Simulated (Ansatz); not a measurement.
# C4H: single-point calculation

- system: C4H (slab, 10 atoms in the cell)
- method: DFT PBE+D3(BJ), scalar-relativistic, plane waves, PAW, PAW set soft_1, no spin polarisation (Ansatz 0.2.0)

The structure derives from an entry of the Crystallography Open Database. Figures and captions count atoms from 1; the log counts them from 0 in places.

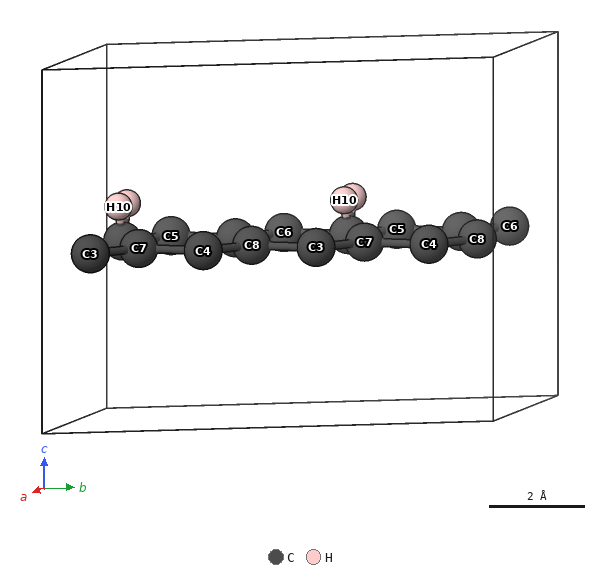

The structure as given in the input (ball-and-stick view of the 1 × 2 repeat of the cell, with the vacuum cut short, seen slightly off an axis; atoms are numbered from 1 in the order of the input). An atom can appear more than once, as a periodic image.

## Key numbers

```csv
quantity,value
outcome,converged
electrons treated,34
free energy,−2027.2543 eV
"work function, top face",2.35 eV
"work function, bottom face",3.79 eV
Fermi energy,−0.895 eV
gap on the k-point mesh,0.35 eV
work function (upper face),2.35 eV
largest force (length of the vector),28.360 eV/Å
hardware,"1 thread of Arm Neoverse V1, 24 GiB of memory available, shared host"
wall time,17 s
peak memory,0.47 GiB
```

## Notes

Warnings of the run: the exchange-correlation potential is rough where the density is thin.

## Input file
```yaml
crystal:
  lattice:
    - [4.9313048819, 0.0, 0.0]
    - [-2.4656524409, 4.2706353015, 0.0]
    - [0.0, 0.0, 18.0000331942]
  atoms:
    - { symbol: C, position: [0.3333333333, 0.1666666667, 0.2222236565] }
    - { symbol: C, position: [0.3333333333, 0.6666666667, 0.2222236565] }
    - { symbol: C, position: [0.8333333333, 0.1666666667, 0.2222236565] }
    - { symbol: C, position: [0.8333333333, 0.6666666667, 0.2222236565] }
    - { symbol: C, position: [0.1666666667, 0.3333333333, 0.2222218124] }
    - { symbol: C, position: [0.1666666667, 0.8333333333, 0.2222218124] }
    - { symbol: C, position: [0.6666666667, 0.3333333333, 0.2222218124] }
    - { symbol: C, position: [0.6666666667, 0.8333333333, 0.2222218124] }
    - { symbol: H, position: [0.2674278564, 0.1666666667, 0.2650013554] }
    - { symbol: H, position: [0.3992388102, 0.1666666667, 0.2650013554] }
basis:
  ecutwfc: 420
kpoints:
  mp_grid: { grid: [6, 6, 1] }
hamiltonian:
  xc: pbe
  pseudopotentials: { kind: paw, azcp: { folder: soft_1 } }
  dispersion: d3bj
scf:
  occupations: { method: gaussian, width: 0.1 }
output:
  forces: true
  eigenvalues: true
  write_density: true
  write_potential: true
  elf: true
  volumetric_format: npy
efield:
  axis: 3
  dipole_correction: true
  ramp_width: 0.04
```

Launched with:
```bash
ansatz run input.yaml --threads 1 --pin off --max-ram 3072MiB --backend cpu --events-out ev --progress --plain --runs-dir out
```

## What the program printed
```
Engine: ansatz 0.2.0, aarch64-unknown-linux-gnu
Pseudopotentials: kind: paw
Pseudopotential: C, paw, valence charge 4, recommended cutoff 420 eV (normal), [file]
Pseudopotential: H, paw, valence charge 1, recommended cutoff 420 eV (normal), [file]
Functional definition: PBE
  parameter kappa = 0.804
  parameter beta = 0.06672455060314922
  exchange = pbe_x(kappa = kappa, mu = beta*pi^2/3)
  correlation = pbe_c(beta = beta)
Crystal: 10 atoms, lattice volume = 379.077 Å³
Basis set: ecut = 420 eV, 7375 PW (Γ), exchange–correlation on 72×72×250 points (8 copies of the dense FFT grid, shifted against one another)
Bands: 27, of which v1, the nominal top of the filled ones, is band 17 counted from 1 (16 counted from 0)
Symmetry: 2 space group operations
Space group: Cm (ITA 8), of the structure as read, at distance tolerance 7.2e-5 Å
k-points: 13 of 36 (time reversal used)
Non-local potential: C, projectors of the file, l = 0: 2, l = 1: 2, l = 2: 1
Non-local potential: H, projectors of the file, l = 0: 2, l = 1: 1
PAW form: soft (Blöchl's): semilocal exchange-correlation on the pseudo side does not see the compensation charge
PAW one-centre angular grid: C, 110 points (default); XC on 64 Gauss nodes
PAW one-centre angular grid: H, 110 points (default); XC on 64 Gauss nodes
Initial density: superposition of atomic densities (neutral atoms: chi_scale 0, normalization atom)
Initial wavefunctions: pseudopotential atomic-orbital guess
Functional: x = pbe(κ = 0.804, μ = 0.2195149727645171), c = pbe(β = 0.06672455060314922)
SCF iter   1: F=—  HF=-2034.348037 eV  |F-HF|=—  |Δ(HF+E_count)|=         —  Δρ=7.00e-2  dr2=1.68e1  ethr=3.10e-3  p=0.000 e·Å  D=2.58e-7 V/Å  ΔV_dip=-0.00 eV  dr2_dipole=2.58e-2  V_vac-E_F(+/−)=7.79/7.79 eV  ⟨swp⟩=6.8  Hψ=2175  notcnv=0  defer=12
efield: sawtooth ramp at fractional position 0.7236 (placed from the atoms, in the widest stretch of the axis that holds none; the zero of the levels goes with the place), width 0.0400; the density the first Hamiltonian is built on has a dipole p = 0.000 e·Å; the dipole correction subtracts the counter field D = 2.58e-7 V/Å, which shifts the + side's vacuum level by -0.00 eV against the − side's; the planar-averaged density in the ramp window peaks in size at 1.6e-6 e/Å³
preconditioner: auto → Resta (q_TF=auto, 1.825 Å⁻¹)  ε∞=1.4  [insulator: Δε(μ)=0.911 eV  Ē_g=16.438 eV  σ=0.100 eV  W_gap=1.00  n_scr=52 (ndim 8)  ℏωp=10.8 eV  f_vac=0.741  D(μ)=0.00/eV (n_scr^D=0)  ε∞_Penn≈1.4  vacuum switching on, ρ_ref=2.0e-2 e/Å³]
SCF iter   2: F=—  HF=-2027.950604 eV  |F-HF|=—  |Δ(HF+E_count)|=    6.40e0  Δρ=2.65e-2  dr2=2.06e0  ethr=3.10e-3  p=0.127 e·Å  D=6.08e-2 V/Å  ΔV_dip=-1.10 eV  dr2_dipole=3.96e-4  V_vac-E_F(+/−)=4.16/5.25 eV  ⟨swp⟩=4.4  Hψ=1049  notcnv=0  defer=51
SCF iter   3: F=—  HF=-2027.288302 eV  |F-HF|=—  |Δ(HF+E_count)|=   6.62e-1  Δρ=6.92e-3  dr2=1.59e-1  ethr=3.10e-3  p=0.146 e·Å  D=6.97e-2 V/Å  ΔV_dip=-1.26 eV  dr2_dipole=1.17e-3  V_vac-E_F(+/−)=2.50/3.75 eV  ⟨swp⟩=3.5  Hψ=808  notcnv=0  defer=55
SCF iter   4: F=—  HF=-2027.252642 eV  |F-HF|=—  |Δ(HF+E_count)|=   3.57e-2  Δρ=2.55e-3  dr2=1.16e-2  ethr=4.68e-4  p=0.170 e·Å  D=8.09e-2 V/Å  ΔV_dip=-1.46 eV  dr2_dipole=1.97e-5  V_vac-E_F(+/−)=2.36/3.81 eV  ⟨swp⟩=2.5  Hψ=602  notcnv=0  defer=51
SCF iter   5: F=—  HF=-2027.254516 eV  |F-HF|=—  |Δ(HF+E_count)|=   1.87e-3  Δρ=6.69e-4  dr2=1.38e-3  ethr=3.41e-5  p=0.167 e·Å  D=7.96e-2 V/Å  ΔV_dip=-1.43 eV  dr2_dipole=2.17e-7  V_vac-E_F(+/−)=2.38/3.81 eV  ⟨swp⟩=2.2  Hψ=502  notcnv=0  defer=51
SCF iter   6: F=—  HF=-2027.254404 eV  |F-HF|=—  |Δ(HF+E_count)|=   1.12e-4  Δρ=1.39e-4  dr2=8.41e-5  ethr=4.06e-6  p=0.167 e·Å  D=7.96e-2 V/Å  ΔV_dip=-1.43 eV  dr2_dipole=6.90e-7  V_vac-E_F(+/−)=2.36/3.80 eV  ⟨swp⟩=2.0  Hψ=510  notcnv=0  defer=51
SCF iter   7: F=—  HF=-2027.254329 eV  |F-HF|=—  |Δ(HF+E_count)|=   7.51e-5  Δρ=5.09e-5  dr2=6.93e-6  ethr=2.47e-7  p=0.167 e·Å  D=7.99e-2 V/Å  ΔV_dip=-1.44 eV  dr2_dipole=2.90e-8  V_vac-E_F(+/−)=2.36/3.79 eV  ⟨swp⟩=2.2  Hψ=522  notcnv=0  defer=51
SCF iter   8: F=—  HF=-2027.254332 eV  |F-HF|=—  |Δ(HF+E_count)|=   3.45e-6  Δρ=2.01e-5  dr2=6.30e-7  ethr=2.04e-8  p=0.167 e·Å  D=7.99e-2 V/Å  ΔV_dip=-1.44 eV  dr2_dipole=3.34e-9  V_vac-E_F(+/−)=2.35/3.79 eV  ⟨swp⟩=2.0  Hψ=521  notcnv=0  defer=51
SCF iter   9: F=-2027.254333 eV  HF=-2027.254333 eV  |F-HF|=2.21e-8  |Δ(HF+E_count)|=   6.44e-7  Δρ=2.94e-6  dr2=1.59e-8  ethr=2.94e-10  p=0.167 e·Å  D=7.99e-2 V/Å  ΔV_dip=-1.44 eV  dr2_dipole=7.70e-11  V_vac-E_F(+/−)=2.35/3.79 eV  ⟨swp⟩=26.4  Hψ=4327  notcnv=0
SCF 1 converged in 9 iterations: F = -2027.254333 eV  dr2 = 1.59e-8
  greatest PAW one-centre occupation: 0.730 electrons in one spin orbital (limit 2), on the C atom at site 0 (counted from 0), in its partial waves of l = 0
```

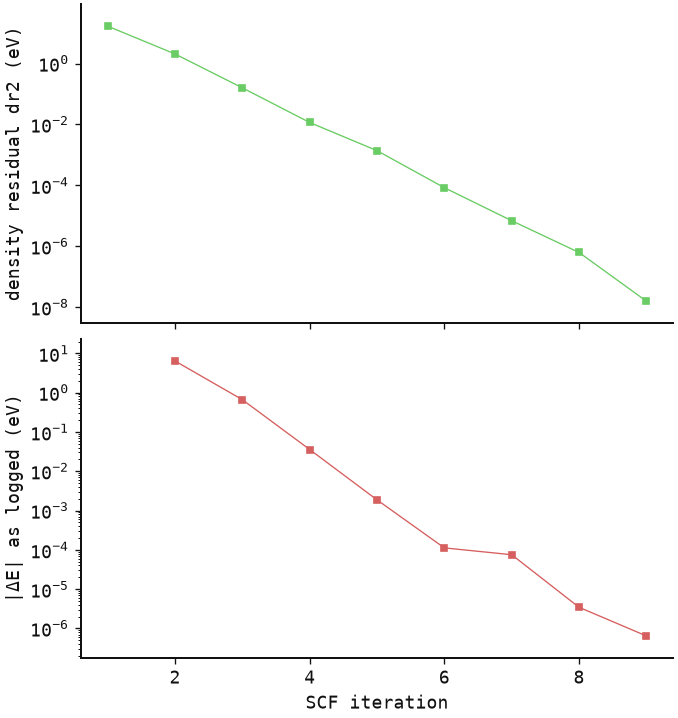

Convergence of the self-consistent field: density residual dr2 and size of the energy change against the SCF iteration. The residual falls at every step.

```
WARN: The output density's exchange-correlation potential varies sharply where the density is thin. Do not read a vacuum level from v_tot or v_xc, or from such a field of the output density. On a cell that repeats whose density bears no net charge and no dipole along the vacuum's axis use v_es (v_loc + v_h of the components); under efield.dipole_correction with no amplitude use v_es + v_field, which holds any external_charges[].barrier, or the levels of the report's work_function block, which leave it out; under a non-zero efield.amplitude the vacuum is tilted and has no level; on a cell that repeats and bears such a dipole with no correction it is tilted too, and efield.dipole_correction with no amplitude gives each side of its ramp a level where efield: is served; in a cell that repeats whose density bears a net charge (total_charge, or a fill off its count) it is curved and has none; of a slab under crystal.periodic whose density bears no net charge use v_es, which has a level on each side, short of where the two are joined; of another it falls or rises all the way out and has none; of a slab beside external_charges read slab_vacuum_level instead, which it has where they leave it neutral. The grid or the basis barely resolves most such structure, and the values can differ between equally converged runs; as a rule a tighter scf.convergence.dr2_threshold does not remove it. Where the density itself ripples (under the LDA too) a higher basis.ecutwfc lessens it. The files hold the spikes' plane waves up to the density's cutoff. Files: v_tot_of_output_density and the like, and their columns of v_z.tsv (output.write_potential); v_xc_of_output_density and the like, and their columns of v_comp_z.tsv (output.write_potential_components). Measured: with its Gaussian average of σ = 0.25 Å subtracted twice, the exchange-correlation potential is over 0.1 eV at 2 of the grid points where the equally averaged density (valence and model cores) is under 1e-3 e/Å³, and 0.101 eV at the most among them, at an averaged density of 1.0e-7 e/Å³. See output.write_potential in the manual, Limitations
SCF converged after 9 iterations
Free energy (F): -2027.254333 eV
Harris-Foulkes:  -2027.254333 eV  (|F-HF|=2.21e-8)
Internal energy: -2027.254191 eV  (E = F + TS)
E sigma→0 (E₀):  -2027.254262 eV
Entropy (-TS):   -0.000142 eV (-0.014 meV/atom)
Fermi energy:    -0.895201 eV
Dipole field:    D = 0.079900 V/Å  (p = 0.167385 e·Å, saw-weighted, corrected)
Work function:   Φ+ = 2.3548 eV   Φ− = 3.7929 eV
Levels:          The Fermi level and band energies are counted from a zero that moves with the ramp; work functions are not
--- Per-component energies (eV) ---
  E_band       = -389.814192
  E_kinetic    = 771.107724
  E_local      = -12992.109927  (includes V_loc(G=0)·N_el)
  E_nonlocal   = 192.753082
  E_hartree    = 6100.712752
  E_xc         = -400.954131
  E_vxc        = -495.468576  (∫ρ·V_xc dr)
  E_paw        = -805.467921  (= ΣΔE_a)
  E_vpaw       = -68.452837  (= ΣTr[D̂ρ^β])
  E_aug_tail   = -0.003428  (compensation charges beyond the density's cutoff)
  E_efield     = 0.006687  (sawtooth field / dipole correction)
  E_vefield    = 0.936222  (∫n·V_field dr)
  E_ewald      = 5107.481198
  E_disp       = -0.780228  (pairwise vdW)
  E_smearing   = -0.000142  (= −TS)
  E_closure    = -0.000000  (closes the sum)
  Σ components = -2027.254333   (vs F -2027.254333, Δ=0.00e0)
--- Forces (eV/Å), atoms counted from 1 ---
  atom   1  C     -0.00000000    -1.03690691   -28.34107151
  atom   2  C     -0.13750139     0.12136478    -0.18204349
  atom   3  C     -0.00000000    -0.04748614    -0.26074593
  atom   4  C      0.13750139     0.12136478    -0.18204349
  atom   5  C     -5.36410202     3.26421537    -2.34817840
  atom   6  C     -0.00000000    -6.17078761    -2.61862494
  atom   7  C      5.36410202     3.26421537    -2.34817840
  atom   8  C     -0.00000000    -0.02618818     0.06391037
  atom   9  H    -14.16854713     0.25511076    18.10857778
  atom  10  H     14.16854713     0.25511076    18.10857778
  max |Σ_I F_I| component: 1.80e-4 eV/Å
--- Band table (eV; the first three rows and the last of 13) ---
  k-point 0: bands = ["-26.2237", "-19.5959", "-17.0020", "-16.3000", "-15.4155", "-15.3257", "-14.8784", "-12.4693", "-9.4053", "-8.7347", "-8.1433", "-7.6079", "-5.2032", "-4.9990", "-4.2610", "-4.1357", "-1.3526", "-0.7192", "-0.3492", "0.4544", "1.9184", "2.3395", "3.5137", "3.8837", "4.1197", "4.7382", "4.9402"]
  k-point 1: bands = ["-26.2057", "-19.6359", "-17.2742", "-16.9670", "-15.3797", "-14.8991", "-13.6226", "-12.3616", "-9.5340", "-9.2109", "-8.3416", "-7.5365", "-5.6120", "-5.4932", "-4.6590", "-4.4057", "-1.4313", "-0.4005", "0.6366", "0.6997", "2.1427", "2.5678", "3.7311", "4.1509", "4.4395", "5.2502", "5.4233"]
  k-point 2: bands = ["-26.1688", "-19.6943", "-17.7893", "-17.6228", "-14.9020", "-13.8985", "-12.4424", "-11.5778", "-10.2636", "-9.9860", "-8.3165", "-7.6344", "-7.0861", "-6.1226", "-5.4566", "-4.6514", "-1.2223", "0.2596", "1.2838", "2.3942", "2.8123", "3.2541", "3.9274", "4.4971", "4.7766", "4.9532", "5.5450"]
  k-point 12: bands = ["-26.1447", "-19.8097", "-18.5365", "-16.8234", "-14.8318", "-13.2328", "-12.9747", "-10.9378", "-10.5250", "-9.4728", "-8.4979", "-8.0926", "-7.4374", "-6.8498", "-6.1463", "-4.1420", "-1.5689", "1.1120", "1.8652", "3.0950", "3.3898", "3.6384", "3.9345", "4.6149", "4.8942", "4.9877", "5.2230"]
```

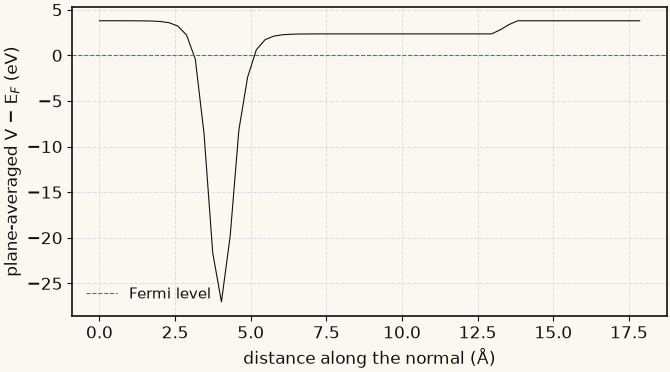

Plane average of the electrostatic potential energy of an electron across the cell, from the Fermi level. The vacuum level lies 2.35 eV above the Fermi level on the upper side and 3.79 eV on the lower.

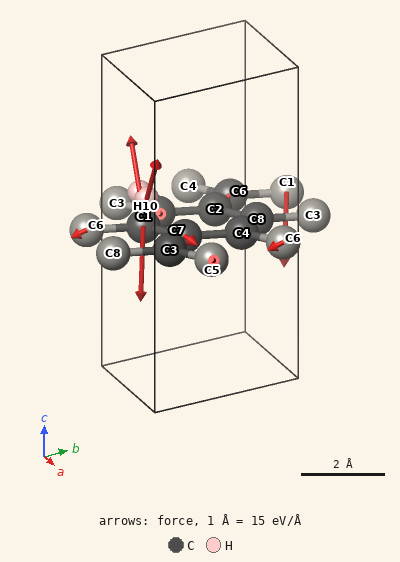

Forces on the atoms as red arrows (ball-and-stick view of the cell of the calculation, with the vacuum cut short, seen slightly off an axis; neighbours outside the cell are drawn fainter; atoms are numbered from 1 in the order of the input); the smallest are left out. The largest act on C1 (28.36 eV/Å); H9, H10 (22.99 eV/Å). The geometry is not a stationary point of this energy.

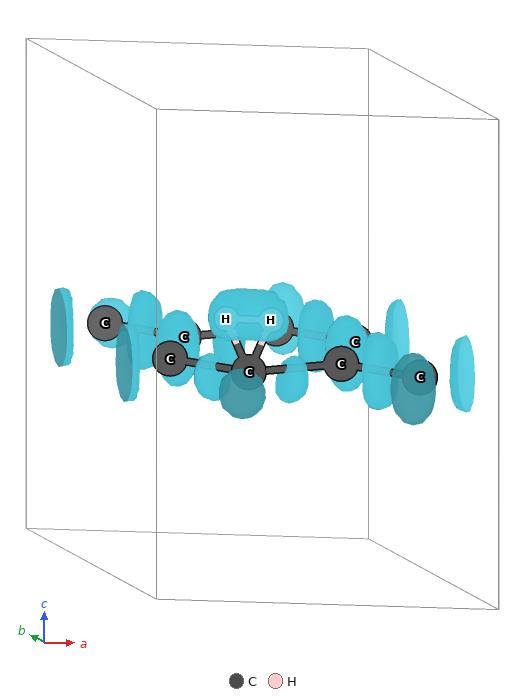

Isosurface of the ELF at 0.85 (cyan), seen slightly off an axis. Core shells and regions of very low density are left out. Sticks mark near contacts. The ELF exceeds this value in twelve regions between bonded C–C atoms (shared pairs) and one joined region spread over several atoms (C, H), counted in one cell of 10 atoms. Along the contacts the grid gives the following. H–H (0.65 Å): the ELF is about 0.95 at the midpoint (a covalent bond by its length). C–H (0.84 Å): the ELF climbs to about 0.95 towards the hydrogen, as it does in any bond to H. The fields are those of the smooth PAW valence density.

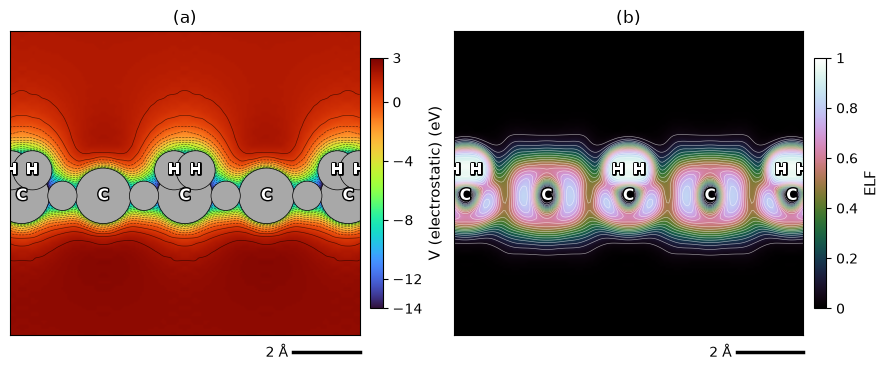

(a) electrostatic potential (local pseudopotential plus Hartree) felt by an electron; (b) ELF on the (010) plane of the calculation cell, a cut from vacuum to vacuum. Grey discs, where drawn, cover atomic cores. C–H (0.84 Å): the ELF climbs to about 0.95 towards the hydrogen.
